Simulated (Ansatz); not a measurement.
# Two runs on Cu

System: Cu (2 atoms in the cell).
Method of run A: DFT r2SCAN, scalar-relativistic, plane waves, PAW, no spin polarisation (Ansatz 0.2.0).

The structure derives from a Materials Project entry. Text and figures count atoms from 1; the logs count them from 0 in places.

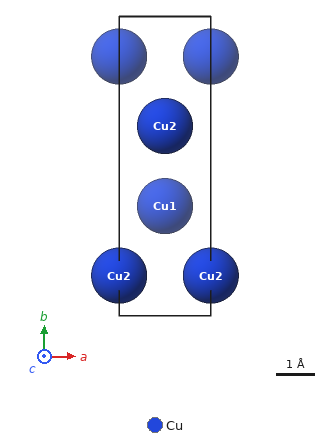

**Figure 1.** The structure (spheres-only view of the cell 2 times as large as that of the calculation, set on its symmetry axes, along the c axis; atoms are numbered from 1 in the order of the input). An atom can appear more than once, as a periodic image.

### Input, run A
```yaml
crystal:
  lattice:
    - [1.21846369, -3.9763780104, 0.0]
    - [1.21846369, 3.9763780104, 0.0]
    - [0.0, 0.0, 2.4754955235]
  atoms:
    - { symbol: Cu, position: [0.13386665, 0.86613335, 0.25] }
    - { symbol: Cu, position: [0.86613335, 0.13386665, 0.75] }
basis:
  ecutwfc: 500
kpoints:
  mp_grid: { grid: [22, 22, 22] }
hamiltonian:
  xc: r2scan
scf:
  occupations: { method: gaussian, width: 0.15 }
output:
  forces: true
  stress: true
  eigenvalues: true
  write_density: true
  write_potential: true
  elf: true
  volumetric_format: npy
```

Command:
```bash
ansatz run input.yaml --threads 1 --pin off --max-ram 2560MiB --backend cpu --events-out ev --progress --plain --runs-dir out
```

Hardware: 1 thread of Arm Neoverse V1, 24 GiB of memory available, shared host.

### Output, shortened to warnings, some set-up lines, iterations and results (run A)
```
Basis set: ecut = 500 eV, 607 PW (Γ), exchange–correlation on 128×128×80 points (64 copies of the dense FFT grid, shifted against one another)
Symmetry: 8 space group operations
k-points: 1596 of 10648
Initial density: superposition of atomic densities (neutral atoms: chi_scale 0, normalization atom), corrected by the library's trained network
[...]
SCF iter   1: F=—  HF=-13262.204613 eV  |F-HF|=—  |Δ(HF+E_count)|=         —  Δρ=4.00e-2  dr2=2.13e-1  dr2_τ=1.76e-3  ethr=1.77e-3  ⟨swp⟩=4.9  Hψ=133596  notcnv=0
SCF iter   2: F=—  HF=-13262.183313 eV  |F-HF|=—  |Δ(HF+E_count)|=   2.13e-2  Δρ=1.12e-2  dr2=1.07e-2  dr2_τ=2.43e-3  ethr=5.61e-4  ⟨swp⟩=2.0  Hψ=71968  notcnv=0  defer=250
SCF iter   3: F=—  HF=-13262.170019 eV  |F-HF|=—  |Δ(HF+E_count)|=   1.33e-2  Δρ=6.26e-3  dr2=6.51e-3  dr2_τ=5.19e-5  ethr=2.82e-5  ⟨swp⟩=2.0  Hψ=72813  notcnv=0  defer=250
SCF iter   4: F=—  HF=-13262.168232 eV  |F-HF|=—  |Δ(HF+E_count)|=   1.79e-3  Δρ=8.75e-4  dr2=1.81e-4  dr2_τ=9.25e-6  ethr=1.71e-5  ⟨swp⟩=1.9  Hψ=48806  notcnv=0  defer=250
SCF iter   5: F=—  HF=-13262.168257 eV  |F-HF|=—  |Δ(HF+E_count)|=   2.54e-5  Δρ=9.00e-4  dr2=8.43e-5  dr2_τ=6.55e-7  ethr=4.77e-7  ⟨swp⟩=2.0  Hψ=54086  notcnv=0  defer=250
SCF iter   6: F=—  HF=-13262.168310 eV  |F-HF|=—  |Δ(HF+E_count)|=   5.31e-5  Δρ=1.15e-4  dr2=1.29e-6  dr2_τ=4.17e-8  ethr=2.22e-7  ⟨swp⟩=2.0  Hψ=53392  notcnv=0  defer=250
SCF iter   7: F=-13262.168312 eV  HF=-13262.168312 eV  |F-HF|=1.13e-7  |Δ(HF+E_count)|=   2.19e-6  Δρ=2.00e-5  dr2=5.21e-8  dr2_τ=1.79e-9  ethr=2.63e-10  ⟨swp⟩=6.6  Hψ=255797 …
SCF 1 converged in 7 iterations: F = -13262.168312 eV  dr2 = 5.21e-8
SCF converged after 7 iterations
Free energy (F): -13262.168312 eV
Harris-Foulkes:  -13262.168312 eV  (|F-HF|=1.13e-7)
Internal energy: -13262.162188 eV  (E = F + TS)
E sigma→0 (E₀):  -13262.165250 eV
Entropy (-TS):   -0.006124 eV (-3.062 meV/atom)
Fermi energy:    16.230872 eV
--- Per-component energies (eV) ---
  E_band       = -784.962086
  E_kinetic    = 600.138438
  E_local      = -8286.242734  (includes V_loc(G=0)·N_el)
  E_nonlocal   = 792.291264
  E_hartree    = 3662.431617
  E_xc         = -167.322078
  E_vxc        = -248.945204  (∫ρ·V_xc dr)
  E_paw        = -3357.734756  (= ΣΔE_a)
  E_vpaw       = -985.012794  (= ΣTr[D̂ρ^β])
  E_aug_tail   = 0.000305  (compensation charges beyond the density's cutoff)
  E_vtau       = 17.948820  (kinetic-family band-sum trace: ∫τ·v_τ [+ j·A + Jᵃ·Aᵃ] dr)
  E_ewald      = -6505.122028
  E_core_change = -0.602216  (= ΣΔE_core)
  E_smearing   = -0.006124  (= −TS)
  E_closure    = -0.000000  (closes the sum)
  Σ components = -13262.168312   (vs F -13262.168312, Δ=0.00e0)
--- Forces (eV/Å), atoms counted from 1 ---
  atom   1  Cu     0.00000000     0.00558474    -0.00000000
  atom   2  Cu     0.00000000    -0.00558474     0.00000000
  max |Σ_I F_I| component: 0.00e0 eV/Å
--- Stress (GPa, compression-positive) ---
        0.269277       0.000000       0.000000
        0.000000       0.097128       0.000000
        0.000000       0.000000       0.371589
  P = ⅓ Tr σ = 0.2460 GPa (2.460 kbar)
```

For run B the input was changed thus:
```diff
-  mp_grid: { grid: [22, 22, 22] }
+  mp_grid: { grid: [20, 20, 20] }
```

Predict how the results change.

The free energy of run B is 0.17 meV per atom higher, which measures how much it depends on this numerical setting. The number of SCF iterations is the same. The irreducible k-points go from 1596 to 1221.

### Output, shortened to warnings, some set-up lines, iterations and results (run B)
```
Basis set: ecut = 500 eV, 607 PW (Γ), exchange–correlation on 128×128×80 points (64 copies of the dense FFT grid, shifted against one another)
Symmetry: 8 space group operations
k-points: 1221 of 8000
Initial density: superposition of atomic densities (neutral atoms: chi_scale 0, normalization atom), corrected by the library's trained network
[...]
SCF iter   1: F=—  HF=-13262.204106 eV  |F-HF|=—  |Δ(HF+E_count)|=         —  Δρ=3.99e-2  dr2=2.13e-1  dr2_τ=1.76e-3  ethr=1.77e-3  ⟨swp⟩=4.9  Hψ=102157  notcnv=0
SCF iter   2: F=—  HF=-13262.182958 eV  |F-HF|=—  |Δ(HF+E_count)|=   2.11e-2  Δρ=1.13e-2  dr2=1.08e-2  dr2_τ=2.42e-3  ethr=5.60e-4  ⟨swp⟩=2.0  Hψ=55065  notcnv=0  defer=187
SCF iter   3: F=—  HF=-13262.169670 eV  |F-HF|=—  |Δ(HF+E_count)|=   1.33e-2  Δρ=6.25e-3  dr2=6.48e-3  dr2_τ=5.18e-5  ethr=2.84e-5  ⟨swp⟩=2.0  Hψ=55709  notcnv=0  defer=187
SCF iter   4: F=—  HF=-13262.167893 eV  |F-HF|=—  |Δ(HF+E_count)|=   1.78e-3  Δρ=8.75e-4  dr2=1.81e-4  dr2_τ=9.22e-6  ethr=1.71e-5  ⟨swp⟩=1.8  Hψ=37225  notcnv=0  defer=187
SCF iter   5: F=—  HF=-13262.167918 eV  |F-HF|=—  |Δ(HF+E_count)|=   2.54e-5  Δρ=8.99e-4  dr2=8.42e-5  dr2_τ=6.54e-7  ethr=4.77e-7  ⟨swp⟩=2.0  Hψ=41358  notcnv=0  defer=187
SCF iter   6: F=—  HF=-13262.167972 eV  |F-HF|=—  |Δ(HF+E_count)|=   5.36e-5  Δρ=1.16e-4  dr2=1.31e-6  dr2_τ=4.20e-8  ethr=2.22e-7  ⟨swp⟩=2.0  Hψ=40843  notcnv=0  defer=187
SCF iter   7: F=-13262.167974 eV  HF=-13262.167974 eV  |F-HF|=1.13e-7  |Δ(HF+E_count)|=   2.19e-6  Δρ=2.01e-5  dr2=5.27e-8  dr2_τ=1.81e-9  ethr=2.63e-10  ⟨swp⟩=6.6  Hψ=195710 …
SCF 1 converged in 7 iterations: F = -13262.167974 eV  dr2 = 5.27e-8
SCF converged after 7 iterations
Free energy (F): -13262.167974 eV
Harris-Foulkes:  -13262.167974 eV  (|F-HF|=1.13e-7)
Internal energy: -13262.161527 eV  (E = F + TS)
E sigma→0 (E₀):  -13262.164750 eV
Entropy (-TS):   -0.006447 eV (-3.224 meV/atom)
Fermi energy:    16.231704 eV
--- Per-component energies (eV) ---
  E_band       = -784.990363
  E_kinetic    = 600.134743
  E_local      = -8286.188849  (includes V_loc(G=0)·N_el)
  E_nonlocal   = 792.268601
  E_hartree    = 3662.386364
  E_xc         = -167.323872
  E_vxc        = -248.948087  (∫ρ·V_xc dr)
  E_paw        = -3357.714575  (= ΣΔE_a)
  E_vpaw       = -984.975228  (= ΣTr[D̂ρ^β])
  E_aug_tail   = 0.000305  (compensation charges beyond the density's cutoff)
  E_vtau       = 17.949159  (kinetic-family band-sum trace: ∫τ·v_τ [+ j·A + Jᵃ·Aᵃ] dr)
  E_ewald      = -6505.122028
  E_core_change = -0.602216  (= ΣΔE_core)
  E_smearing   = -0.006447  (= −TS)
  E_closure    = -0.000000  (closes the sum)
  Σ components = -13262.167974   (vs F -13262.167974, Δ=0.00e0)
--- Forces (eV/Å), atoms counted from 1 ---
  atom   1  Cu     0.00000000     0.00523771     0.00000000
  atom   2  Cu     0.00000000    -0.00523771     0.00000000
  max |Σ_I F_I| component: 0.00e0 eV/Å
--- Stress (GPa, compression-positive) ---
        0.263075       0.000000       0.000000
        0.000000       0.021877       0.000000
        0.000000       0.000000       0.437860
  P = ⅓ Tr σ = 0.2409 GPa (2.409 kbar)
```

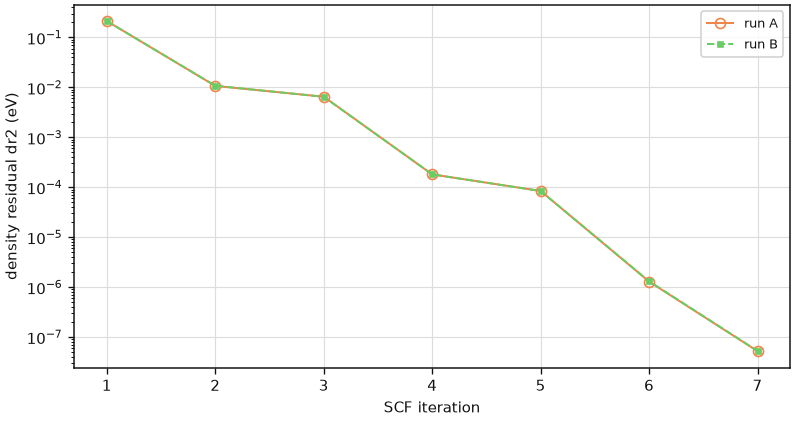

**Figure 2.** Convergence of the two runs: density residual dr2 against the SCF iteration. Run A takes 7 iterations in all, and run B takes 7.

### The two runs side by side

```tsv
quantity	run A	run B
outcome	converged	converged
free energy per atom (eV)	−6631.0842	−6631.0840
energy per atom, smearing taken to zero (eV)	−6631.0826	−6631.0824
gap on the mesh (eV)	0.00	0.00
pressure (GPa)	0.25	0.24
largest force (eV/Å)	0.006	0.005
SCF iterations	7	7
irreducible k-points	1596	1221
plane waves at Γ	607	607
wall time (shared host)	2.6 min	2 min
```
